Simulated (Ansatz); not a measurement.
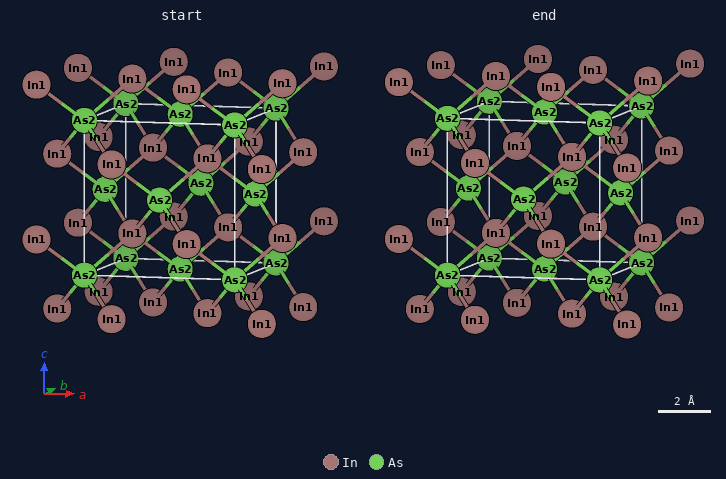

The structure of solid InAs (set up in F-43m) before (left) and after (right) a relaxation, at one scale.

Style: ball-and-stick. Shown: the conventional cell (4 times the calculation's cell), slightly off an axis. Lengths and directions refer to the drawn axes.

These are results of Ansatz, DFT PBE, scalar-relativistic, plane waves, PAW, not measurements.

The input:
```yaml
crystal:
  lattice:
    - [0.0, 3.0535616558, 3.0535616558]
    - [3.0535616558, 0.0, 3.0535616558]
    - [3.0535616558, 3.0535616558, 0.0]
  atoms:
    - { symbol: In, position: [0.75, 0.75, 0.75] }
    - { symbol: As, position: [0.0, 0.0, 0.0] }
basis:
  ecutwfc: 420
kpoints:
  mp_grid: { grid: [12, 12, 12] }
hamiltonian:
  xc: pbe
scf:
  occupations: { method: gaussian, width: 0.1 }
output:
  forces: true
  stress: true
  eigenvalues: true
  write_density: true
  write_potential: true
  elf: true
  volumetric_format: npy
relax:
  adjacent_minimum: "off"
  f_tol: 0.005
  max_steps: 80
  cell: { stress_tol: 0.05 }
```

Launched with:
```bash
ansatz run input.yaml --threads 1 --pin off --max-ram 2560MiB --backend cpu --events-out ev --progress --plain --runs-dir out
```

Question: What changed between the two?

Answer: The atoms keep their places relative to the cell (all moves are under 0.005 Å). The drawn cell changes as follows: a = b = c 6.107 → 6.188 Å (+1.3 %); the volume changes by +4.0 %. Some distances before and after: In1–As2 2.644 → 2.680 Å. The space group stays F-43m (No. 216). The energy falls by 7.0 meV per atom in 2 accepted moves (3 points after the start). All forces vanish by symmetry, so only the cell relaxes. The pressure goes from 2.06 to −0.05 GPa. The SCF was repeated once at an unchanged geometry on a basis and grid sized afresh for the cell, which shifted the energy by 0.2 meV per atom at most. Cost: 20 s on 1 thread of AMD EPYC 7R13 Processor (Zen 3), on a shared host, peak memory 0.47 GiB.
